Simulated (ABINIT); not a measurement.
Run report: PbS, dielectric calculation (part 3 of 3)

Continued. System: PbS (Cmcm, 4 atoms in the cell). Method: Kohn-Sham DFT of a periodic cell, LDA, JTH PAW LDA v2.0 sp, no spin polarisation (ABINIT 10.8.3); cutoff 544.23 eV, 4×4×2 k-mesh, fixed occupations. The structure derives from a Materials Project entry. The settings are looser than a standard set-up, so the numbers are not reference values.

Geometry of the input (Å; fractional positions):
```
2.0800  -5.9913  0.0000
2.0800  5.9913  0.0000
0.0000  0.0000  4.2793
Pb 0.1306  0.8694  0.2500
Pb 0.8694  0.1306  0.7500
S  0.3548  0.6452  0.2500
S  0.6452  0.3548  0.7500
```

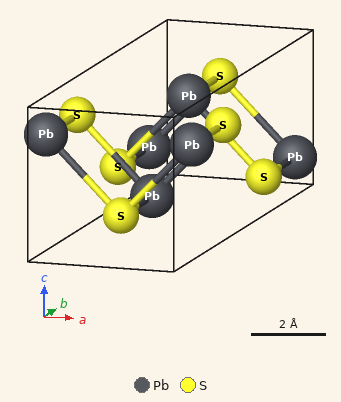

The structure as given in the input (ball-and-stick view of the cell 2 times as large as that of the calculation, set on its symmetry axes, seen slightly off an axis).

**What the program printed, continued**
```
     iter   2DEtotal(Ha)        deltaE(Ha) residm    vres2
-ETOT  1  -15.794480258512     -1.579E+01 3.317E-01 0.000E+00
 ETOT  2  -15.989312218713     -1.948E-01 1.313E-02 0.000E+00
 ETOT  3  -15.995855423677     -6.543E-03 8.850E-04 0.000E+00
 ETOT  4  -15.996218838925     -3.634E-04 7.202E-05 0.000E+00
 ETOT  5  -15.996243893433     -2.505E-05 4.933E-06 0.000E+00
 ETOT  6  -15.996245819231     -1.926E-06 5.032E-07 0.000E+00
 ETOT  7  -15.996245977157     -1.579E-07 3.939E-08 0.000E+00
 ETOT  8  -15.996245990640     -1.348E-08 4.225E-09 0.000E+00
 ETOT  9  -15.996245991819     -1.179E-09 3.610E-10 0.000E+00
 ETOT 10  -15.996245991923     -1.047E-10 3.748E-11 0.000E+00
 ETOT 11  -15.996245991933     -9.431E-12 3.364E-12 0.000E+00
 ETOT 12  -15.996245991934     -7.745E-13 3.373E-13 0.000E+00
 ETOT 13  -15.996245991934     -6.573E-14 3.128E-14 0.000E+00
 ETOT 14  -15.996245991934     -1.652E-13 3.054E-15 0.000E+00
 ETOT 15  -15.996245991934      1.528E-13 2.902E-16 0.000E+00
 ETOT 16  -15.996245991934     -5.862E-14 2.775E-17 0.000E+00
 ETOT 17  -15.996245991934      6.750E-14 2.688E-18 0.000E+00
 ETOT 18  -15.996245991934     -2.842E-14 9.882E-19 0.000E+00

 At SCF step   18   max residual=  9.88E-19 < tolwfr=  1.00E-18 =>converged.
================================================================================

 ----iterations are completed or convergence reached----

 Mean square residual over all n,k,spin=   58.250E-20; max=  98.823E-20
 dfpt_looppert : ek2=    2.4147505610E+01
          f-sum rule ratio=    1.1627199159E+00
 Expectation of eigenvalue derivatives (hartree) for nkpt=  20  k points:
  (in case of degenerate eigenvalues, averaged derivative)
 kpt#   1, nband= 10, wtk=  0.03125, kpt=  0.0000  0.0000  0.0000 (reduced coord)
  -0.00000   -0.00000   -0.00000    0.00000   -0.00000   -0.00000   -0.00000   -0.00000
   0.00000    0.00000
 prteigrs : prtvol=0 or 1, do not print more k-points.

 2DEtotal=   -0.1599624599E+02 Ha. Also 2DEtotal=   -0.435280028172E+03 eV
    (  non-var. 2DEtotal :   -1.5996245989E+01 Ha)
================================================================================

 ---- first-order wavefunction calculations are completed ----

 respfn : d/dk was computed, but no 2DTE, so no DDB output.

================================================================================
== DATASET  3 ==================================================================

--- !DatasetInfo
iteration_state: {dtset: 3, }
dimensions: {natom: 4, nkpt: 20, mband: 10, nsppol: 1, nspinor: 1, nspden: 1, mpw: 3092, }
cutoff_energies: {ecut:  20.0, pawecutdg:  40.0, }
electrons: {nelect:   2.00000000E+01, charge:   0.00000000E+00, occopt:   1.00000000E+00, tsmear:   1.00000000E-02, }
meta: {optdriver: 1, rfelfd: 3, }
...

 mkfilename : getwfk/=0, take file _WFK from output of DATASET   1.

 mkfilename : getddk/=0, take file _1WF from output of DATASET   2.

 Exchange-correlation functional for the present dataset will be:
  LDA: Perdew-Wang 92 LSD fit to Ceperley-Alder data - ixc=7
  J.P.Perdew and Y.Wang, PRB 45, 13244 (1992)

 Real(R)+Recip(G) space primitive vectors, cartesian coordinates (Bohr,Bohr^-1):
 R(1)=  3.9305409-11.3219102  0.0000000  G(1)=  0.1272090 -0.0441622  0.0000000
 R(2)=  3.9305409 11.3219102  0.0000000  G(2)=  0.1272090  0.0441622  0.0000000
 R(3)=  0.0000000  0.0000000  8.0867446  G(3)=  0.0000000  0.0000000  0.1236592
 Unit cell volume ucvol=  7.1974019E+02 bohr^3
 Angles (23,13,12)=  9.00000000E+01  9.00000000E+01  1.41709848E+02 degrees
 setup1 : take into account q-point for computing boxcut.

 Coarse grid specifications (used for wave-functions):

 getcut: wavevector=  0.0000  0.0000  0.0000  ngfft=  50  50  36
         ecut(hartree)=     20.000   => boxcut(ratio)=   2.07295

 Fine grid specifications (used for densities):

 getcut: wavevector=  0.0000  0.0000  0.0000  ngfft=  72  72  48
         ecut(hartree)=     40.000   => boxcut(ratio)=   2.08484
--------------------------------------------------------------------------------

-open ddk wf file :runo_DS2_1WF13
-open ddk wf file :runo_DS2_1WF14
-open ddk wf file :runo_DS2_1WF15

 ==>  initialize data related to q vector <==

 The list of irreducible perturbations for this q vector is:
    1)    idir= 1    ipert=   6
    2)    idir= 3    ipert=   6

================================================================================

 The perturbation idir=   2  ipert=   6 is
 symmetric of a previously calculated perturbation.
 So, its SCF calculation is not needed.

--------------------------------------------------------------------------------
 Perturbation wavevector (in red.coord.)   0.000000  0.000000  0.000000
 Perturbation : homogeneous electric field along direction   1
 The set of symmetries contains only one element for this perturbation.
 symkpt : not enough symmetry to change the number of k points.

--------------------------------------------------------------------------------

--------------------------------------------------------------------------------

 Initialisation of the first-order wave-functions :
  ireadwf=   0

--- !BeginCycle
iteration_state: {dtset: 3, }
solver: {iscf: 7, nstep: 80, nline: 4, wfoptalg: 10, }
tolerances: {tolvrs: 1.00E-11, }
...

     iter   2DEtotal(Ha)        deltaE(Ha) residm    vres2
-ETOT  1  -468.24169889294     -4.682E+02 1.040E+01 4.195E+05
 ETOT  2  -504.96664751547     -3.672E+01 2.883E-01 1.569E+04
 ETOT  3  -507.52136626072     -2.555E+00 1.483E-02 4.802E+03
 ETOT  4  -507.91452359889     -3.932E-01 4.991E-03 9.173E+01
 ETOT  5  -507.92350016103     -8.977E-03 2.309E-04 3.939E+00
 ETOT  6  -507.92408191833     -5.818E-04 2.557E-05 1.129E-01
 ETOT  7  -507.92410264099     -2.072E-05 2.551E-06 2.904E-02
 ETOT  8  -507.92410476779     -2.127E-06 1.810E-07 3.504E-03
 ETOT  9  -507.92410502637     -2.586E-07 1.029E-08 3.971E-04
 ETOT 10  -507.92410506535     -3.898E-08 3.063E-09 9.655E-05
 ETOT 11  -507.92410507397     -8.611E-09 7.390E-11 5.051E-06
 ETOT 12  -507.92410507434     -3.728E-10 4.381E-12 4.033E-08
 ETOT 13  -507.92410507434     -4.206E-12 2.490E-13 1.583E-09
 ETOT 14  -507.92410507435     -8.129E-12 2.881E-14 9.533E-10
 ETOT 15  -507.92410507434      1.080E-11 4.634E-15 3.234E-10
 ETOT 16  -507.92410507434      3.411E-13 1.192E-15 1.354E-12

 At SCF step   16       vres2   =  1.35E-12 < tolvrs=  1.00E-11 =>converged.
-open ddk wf file :runo_DS2_1WF13
-open ddk wf file :runo_DS2_1WF14
-open ddk wf file :runo_DS2_1WF15
================================================================================

 ----iterations are completed or convergence reached----

 Mean square residual over all n,k,spin=   17.653E-18; max=  11.922E-16

 2DEtotal=   -0.5079241051E+03 Ha. Also 2DEtotal=   -0.138213190068E+05 eV
    (  non-var. 2DEtotal :   -5.0792410506E+02 Ha)

--------------------------------------------------------------------------------
 Perturbation wavevector (in red.coord.)   0.000000  0.000000  0.000000
 Perturbation : homogeneous electric field along direction   3
 The set of symmetries contains only one element for this perturbation.
 symkpt : not enough symmetry to change the number of k points.

--------------------------------------------------------------------------------

--------------------------------------------------------------------------------

 Initialisation of the first-order wave-functions :
  ireadwf=   0

--- !BeginCycle
iteration_state: {dtset: 3, }
solver: {iscf: 7, nstep: 80, nline: 4, wfoptalg: 10, }
tolerances: {tolvrs: 1.00E-11, }
...

     iter   2DEtotal(Ha)        deltaE(Ha) residm    vres2
-ETOT  1  -513.44697405549     -5.134E+02 1.330E+01 7.389E+04
 ETOT  2  -529.03065714907     -1.558E+01 2.421E-01 3.748E+03
 ETOT  3  -529.75028004438     -7.196E-01 6.589E-03 1.326E+02
 ETOT  4  -529.77065284894     -2.037E-02 3.619E-04 2.973E+00
 ETOT  5  -529.77111618575     -4.633E-04 1.164E-05 2.686E-01
 ETOT  6  -529.77116136188     -4.518E-05 2.226E-06 2.503E-02
 ETOT  7  -529.77116785822     -6.496E-06 1.314E-07 3.182E-04
 ETOT  8  -529.77116797237     -1.142E-07 2.226E-08 4.123E-05
 ETOT  9  -529.77116798523     -1.286E-08 1.552E-09 3.420E-07
 ETOT 10  -529.77116798570     -4.659E-10 1.374E-10 5.554E-07
 ETOT 11  -529.77116798586     -1.601E-10 1.141E-11 1.664E-09
 ETOT 12  -529.77116798586     -1.023E-12 1.772E-12 1.226E-10
 ETOT 13  -529.77116798586     -5.116E-12 1.137E-13 1.663E-11
 ETOT 14  -529.77116798585      1.603E-11 1.894E-14 5.655E-13

 At SCF step   14       vres2   =  5.66E-13 < tolvrs=  1.00E-11 =>converged.
-open ddk wf file :runo_DS2_1WF15
-open ddk wf file :runo_DS2_1WF14
-open ddk wf file :runo_DS2_1WF13
================================================================================

 ----iterations are completed or convergence reached----

 Mean square residual over all n,k,spin=   36.588E-17; max=  18.940E-15

 2DEtotal=   -0.5297711680E+03 Ha. Also 2DEtotal=   -0.144158078740E+05 eV
    (  non-var. 2DEtotal :   -5.2977116819E+02 Ha)
================================================================================

 ---- first-order wavefunction calculations are completed ----

 ==> Compute Derivative Database <==
 The violation of the charge neutrality conditions
 by the effective charges is as follows :
    atom        electric field
 displacement     direction
       1               1        0.678794        0.000000
       1               2       -0.000000        0.000000
       1               3       -0.000000        0.000000
       2               1       -0.000000        0.000000
       2               2        0.076133        0.000000
       2               3       -0.000000        0.000000
       3               1       -0.000000        0.000000
       3               2       -0.000000        0.000000
       3               3       -0.151470        0.000000

 Effective charge tensors after
 imposition of the charge neutrality (if requested by user),
 and eventual restriction to some part :
   atom    displacement
         1         1    4.154827E+00   -2.661043E-10    2.241946E-10
         1         2    6.089072E-11    2.691227E+00   -7.593825E-10
         1         3    1.402318E-10   -4.801125E-10    4.796513E+00
         2         1    4.154827E+00   -3.103518E-10    3.070947E-10
         2         2   -4.434808E-10    2.691227E+00   -5.287233E-10
         2         3    2.579381E-10   -4.123540E-10    4.796513E+00
         3         1   -4.154827E+00   -1.466561E-11   -2.900117E-10
         3         2   -3.089700E-11   -2.691227E+00    5.706528E-10
         3         3   -2.250290E-10    4.493915E-10   -4.796513E+00
         4         1   -4.154827E+00    5.911217E-10   -2.412777E-10
         4         2    4.134871E-10   -2.691227E+00    7.174530E-10
         4         3   -1.731409E-10    4.430750E-10   -4.796513E+00
 Now, the imaginary part of the dynamical matrix is zeroed

  Dielectric tensor, in cartesian coordinates,
     j1       j2             matrix element
  dir pert dir pert     real part    imaginary part

   1    6   1    6        13.7769284186        -0.0000000000

   2    6   2    6        10.1653013833        -0.0000000000

   3    6   3    6        16.3218125640        -0.0000000000

  Effective charges, in cartesian coordinates,
  (from electric field response)
   if specified in the inputs, charge neutrality has been imposed
     j1       j2             matrix element
  dir pert dir pert     real part    imaginary part

   1    1   1    6         4.1548269551         0.0000000000
   1    2   1    6         4.1548269583         0.0000000000
   1    3   1    6        -4.1548269589         0.0000000000
   1    4   1    6        -4.1548269545         0.0000000000

   2    1   2    6         2.6912274024         0.0000000000
   2    2   2    6         2.6912274130         0.0000000000
   2    3   2    6        -2.6912274066         0.0000000000
   2    4   2    6        -2.6912274089         0.0000000000

   3    1   3    6         4.7965130155         0.0000000000
   3    2   3    6         4.7965130278         0.0000000000
   3    3   3    6        -4.7965130188         0.0000000000
   3    4   3    6        -4.7965130246         0.0000000000

  Warning: The rigid-atom proper piezoelectric tensor
  from  electric field response requires nsym=1

== END DATASET(S) ==============================================================
================================================================================

 -outvars: echo values of variables after computation  --------
            acell      1.8897261259E+00  1.8897261259E+00  1.8897261259E+00 Bohr
           etotal1    -2.8355318450E+01
           etotal2    -1.5996245992E+01
           etotal3    -5.2977116799E+02
            fcart1    -5.8728725760E-20 -1.0507855964E-03  1.5851854329E-31
                      -5.1607453074E-20  1.0507855964E-03  1.5851854329E-31
                       2.4556188125E-19  1.0932482854E-03 -2.3168094788E-31
                      -1.3522570242E-19 -1.0932482854E-03 -8.5356138693E-32
            fcart3     0.0000000000E+00  0.0000000000E+00  0.0000000000E+00
                       0.0000000000E+00  0.0000000000E+00  0.0000000000E+00
                       0.0000000000E+00  0.0000000000E+00  0.0000000000E+00
                       0.0000000000E+00  0.0000000000E+00  0.0000000000E+00
            rprim      2.0799526950E+00 -5.9912968650E+00  0.0000000000E+00
                       2.0799526950E+00  5.9912968650E+00  0.0000000000E+00
                       0.0000000000E+00  0.0000000000E+00  4.2793209400E+00
           strten1     1.3524867320E-04  9.9038055956E-05  7.9315635188E-05
                       0.0000000000E+00  0.0000000000E+00  0.0000000000E+00
           strten3     0.0000000000E+00  0.0000000000E+00  0.0000000000E+00
                       0.0000000000E+00  0.0000000000E+00  0.0000000000E+00
           xangst      2.0799526950E+00  4.4268092859E+00  1.0698302350E+00
                       2.0799526950E+00 -4.4268092859E+00  3.2094907050E+00
                       2.0799526950E+00  1.7399074789E+00  1.0698302350E+00
                       2.0799526950E+00 -1.7399074789E+00  3.2094907050E+00
             xred      1.3056335000E-01  8.6943665000E-01  2.5000000000E-01
                       8.6943665000E-01  1.3056335000E-01  7.5000000000E-01
                       3.5479709000E-01  6.4520291000E-01  2.5000000000E-01
                       6.4520291000E-01  3.5479709000E-01  7.5000000000E-01
 Calculation completed.
```

**File anaddb.abo**
```
.Version 10.8.3 of ANADDB
================================================================================

 -outvars_anaddb: echo values of input variables ----------------------

 Flags :
     dieflag         2
 Miscellaneous information :
         asr         2

================================================================================

 read the DDB information and perform some checks

  ==== Info on the Cryst% object ====
 Real(R)+Recip(G) space primitive vectors, cartesian coordinates (Bohr,Bohr^-1):
 R(1)=  3.9305409-11.3219102  0.0000000  G(1)=  0.1272090 -0.0441622  0.0000000
 R(2)=  3.9305409 11.3219102  0.0000000  G(2)=  0.1272090  0.0441622  0.0000000
 R(3)=  0.0000000  0.0000000  8.0867446  G(3)=  0.0000000  0.0000000  0.1236592
 Unit cell volume ucvol=  7.1974019E+02 bohr^3
 Angles (23,13,12)=  9.00000000E+01  9.00000000E+01  1.41709848E+02 degrees
 Time-reversal symmetry is present
 Reduced atomic positions [iatom, xred, symbol]:
    1)    0.1305633  0.8694367  0.2500000  Pb
    2)    0.8694367  0.1305633  0.7500000  Pb
    3)    0.3547971  0.6452029  0.2500000   S
    4)    0.6452029  0.3547971  0.7500000   S

 DDB file with 3 blocks has been read.

================================================================================

 Dielectric Tensor and Effective Charges

 anaddb : Zero the imaginary part of the Dynamical Matrix at Gamma,
   and impose the ASR on the effective charges

 The violation of the charge neutrality conditions
 by the effective charges is as follows :
    atom        electric field
 displacement     direction
       1               1        0.678794        0.000000
       1               2       -0.000000        0.000000
       1               3        0.000000        0.000000
       2               1       -0.000000        0.000000
       2               2        0.076133        0.000000
       2               3        0.000000        0.000000
       3               1       -0.000000        0.000000
       3               2       -0.000000        0.000000
       3               3       -0.151470        0.000000

 Effective charge tensors after
 imposition of the charge neutrality (if requested by user),
 and eventual restriction to some part :
   atom    displacement
         1         1    4.154827E+00    2.328337E-16    1.719314E-26
         1         2    2.681583E-17    2.691227E+00    5.785156E-27
         1         3   -5.373999E-27   -7.559896E-27    4.796513E+00
         2         1    4.154827E+00    4.548783E-16    1.719314E-26
         2         2    3.375472E-17    2.691227E+00    5.785156E-27
         2         3   -5.873906E-27   -6.119915E-27    4.796513E+00
         3         1   -4.154827E+00   -3.438560E-16   -8.199807E-27
         3         2   -3.028528E-17   -2.691227E+00   -8.907304E-27
         3         3    5.623952E-27    6.839905E-27   -4.796513E+00
         4         1   -4.154827E+00   -3.438560E-16   -2.618648E-26
         4         2   -3.028528E-17   -2.691227E+00   -2.663008E-27
         4         3    5.623952E-27    6.839905E-27   -4.796513E+00
 Now, the imaginary part of the dynamical matrix is zeroed

================================================================================

 anaddb : the run completed successfully.
```
